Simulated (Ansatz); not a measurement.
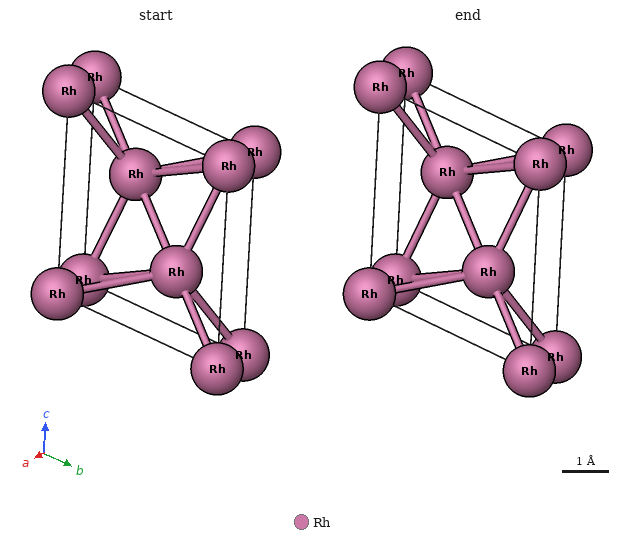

The structure of solid Rh (set up in C2/m) before (left) and after (right) a relaxation, at one scale.

Style: ball-and-stick. Shown: the reduced cell, slightly off an axis. Lengths and directions refer to the drawn axes.

Case: film's bulk on the substrate's plane, third vector and atoms relaxed.

Computed with DFT PBE, scalar-relativistic, plane waves, PAW (Ansatz).

The input:
```yaml
crystal:
  lattice:
    - [6.8307328054, 0.0, 0.0]
    - [0.0, 8.3946365977, 0.0]
    - [2.2769109351, 1.3991060996, 0.7532424746]
  atoms:
    - { symbol: Rh, position: [0.0, 0.6666666667, 0.0] }
    - { symbol: Rh, position: [0.0, 0.3333333333, 0.0] }
    - { symbol: Rh, position: [0.0, 0.0, 0.0] }
basis:
  ecutwfc: 420
kpoints:
  mp_grid: { grid: [5, 4, 44] }
hamiltonian:
  xc: pbe
scf:
  occupations: { method: gaussian, width: 0.1 }
output:
  forces: true
  stress: true
  eigenvalues: true
relax:
  adjacent_minimum: "off"
  f_tol: 0.01
  max_steps: 50
  cell: { fix: [a, b, gamma], stress_tol: 0.1 }
```

Run as
```bash
ansatz run input.yaml --threads 8 --pin off --max-ram 20480MiB --backend cpu --events-out ev --progress --plain --runs-dir out
```

> Describe what moved and what it gained.

The energy falls by 8.9 meV per atom in 3 accepted moves (4 points after the start). All forces vanish by symmetry, so only the cell relaxes. The pressure goes from −4.65 to −9.38 GPa. The SCF was repeated once at an unchanged geometry on a basis and grid sized afresh for the cell, which shifted the energy by 0.2 meV per atom at most. No atom moves by more than 0.005 Å relative to the cell. The volume changes by +1.9 %, with a 2.777 → 2.773 Å (−0.1 %), b 3.909 → 3.932 Å (+0.6 %), c 4.519 → 4.605 Å (+1.9 %), α 112.7° → 113.4°, β 105.7° → 105.5°, γ 90.7° → 90.6°. Near-neighbour distances that change, for instance: Rh1–Rh2 2.658 → 2.694 Å, Rh1–Rh2 (another image) 2.730 → 2.762 Å. The space group stays C2/m (No. 12).
